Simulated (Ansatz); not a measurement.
# SnO (slab): what the fields show

```
CELL_PARAMETERS angstrom
3.82065 0.00001 0.00000
-0.00001 3.82065 0.00000
0.00000 0.00000 22.22801
ATOMIC_POSITIONS crystal
Sn 0.99985 0.99985 0.20245
O 0.99985 0.49985 0.25562
O 0.49985 0.99985 0.25562
Sn 0.49985 0.49985 0.30880
Sn 0.49985 0.49985 0.49325
O 0.49985 0.99985 0.54643
O 0.99985 0.49985 0.54643
Sn 0.99985 0.99985 0.59960
```

The calculation used Ansatz, DFT PBE+D3(BJ), scalar-relativistic, plane waves, PAW.

Core electrons are frozen (PAW), and the valence fields are smoothed inside the atomic spheres.

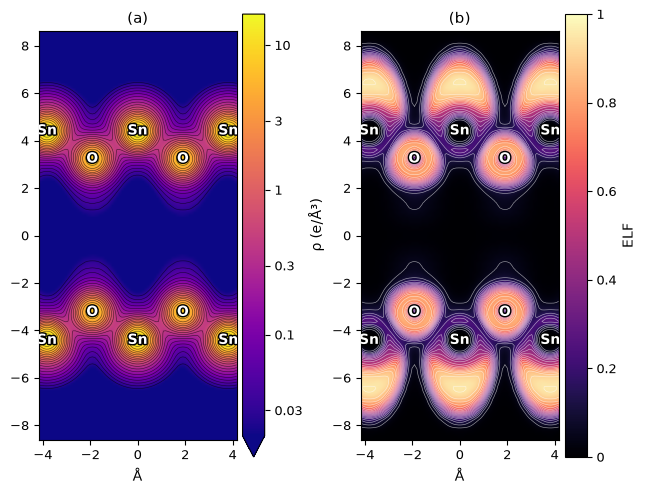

Figure 1. (a) valence electron density; (b) ELF on the (010) plane of the calculation cell, a cut from vacuum to vacuum.

Q: What does the map show?

A: The plane passes through Sn and O nuclei. Sn–O (2.25 Å): the density is about 0.45 e/Å³ at the midpoint; the ELF peaks at about 0.85 in the valence shell of O, 0.6 Å from its nucleus, and is about 0.20 at the midpoint; no localised pair shows between them. The density dies away to nearly zero in the vacuum.

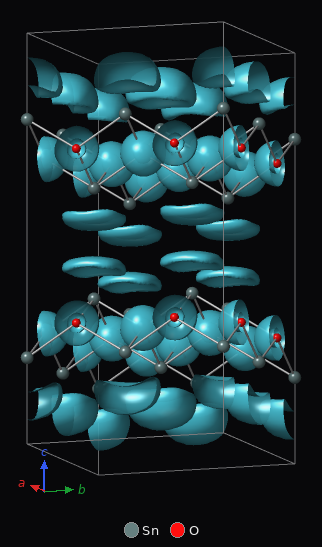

Figure 2. Isosurface of the ELF at 0.7 (cyan), seen at an oblique angle. Core shells and regions of very low density are left out. Sticks mark near contacts.

Q: Describe the localisation domains.

A: The ELF exceeds this value in four lobes on Sn, pointing away from the bonds (lone pairs) and four regions wrapped around O (the valence shell of each), counted in one cell of 8 atoms. Counts are for one cell; the picture repeats the cell along the surface.

Q: Metal or insulator at this level of theory?

A: It is gapped, with a Kohn–Sham gap of 2.3 eV on the k-point mesh, an upper bound to the gap of this method.
